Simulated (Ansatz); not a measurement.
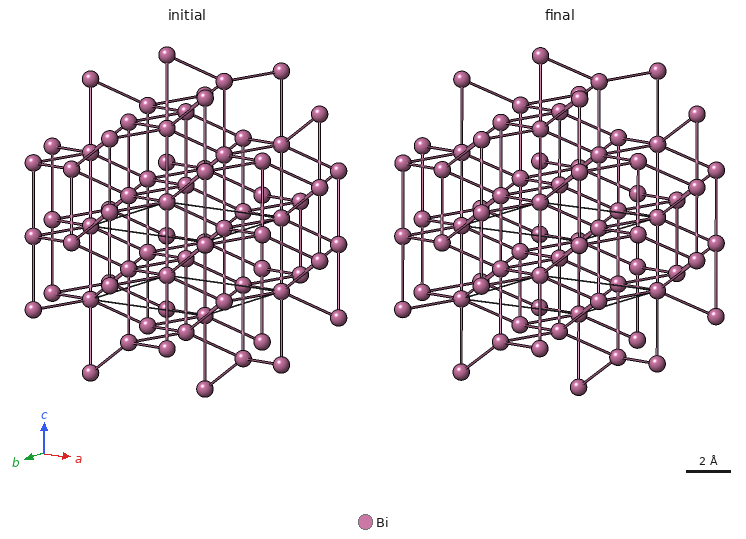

The structure of crystalline Bi (a generated structure, set up in I4_1/amd) before (left) and after (right) a relaxation, at one scale.

A ball-and-stick model of the conventional cell (2 times the calculation's cell), repeated 1 × 1 × 2 with one cell outlined, seen from a free direction. Lengths and directions refer to the drawn axes.

Phase: beta-Sn type.

Method: Ansatz, DFT, RPBE, plane waves (420 eV) with PAW, scalar-relativistic.

Input file:
```yaml
crystal:
  lattice:
    - [-3.1286360644, 3.1286360644, 1.7082352912]
    - [3.1286360644, -3.1286360644, 1.7082352912]
    - [3.1286360644, 3.1286360644, -1.7082352912]
  atoms:
    - { symbol: Bi, position: [0.0, 0.0, 0.0] }
    - { symbol: Bi, position: [0.75, 0.25, 0.5] }
hamiltonian:
  xc: rpbe
  pseudopotentials:
    kind: paw
    azcp:
      Bi: "pseudopotentials/Bi.paw.azcp"
basis:
  ecutwfc: 420
  fft_grid_basis: typed
kpoints:
  mp_grid: { grid: [11, 11, 7], shift: [0, 0, 0] }
magnetization:
  spin_polarized: false
scf:
  occupations: { method: fermi_dirac, width: 0.1 }
relax:
  max_steps: 60
  f_tol: 0.01
  cell: {}
```

### Describe what moved and what it gained.

No atom moves by more than 0.005 Å relative to the cell. Cell: a = b 6.257 → 6.406 Å (+2.4 %), c 3.416 → 3.413 Å (−0.1 %), α 90.0° → 89.0°, β 90.0° → 89.0°, γ 90.0° → 90.3°. Volume +4.7 %. Near-neighbour distances that change, for instance: Bi1–Bi2 3.243 → 3.328 Å, Bi1–Bi2 (another image) 3.243 → 3.301 Å. The space group (tolerance 0.01 Å) goes from I4_1/amd (No. 141) to C2/c (No. 15). After 6 accepted moves (7 points after the start) the energy has fallen by 26.9 meV per cell of the calculation. Largest force component: 0.0019 eV/Å at the start, 0.00026 eV/Å at the end. Pressure: 2.29 GPa at the start and −0.01 GPa at the end. At 1 point the geometry stayed and the basis and grid were re-selected for the new cell (energy shift of 0.5 meV per cell of the calculation at most each time).
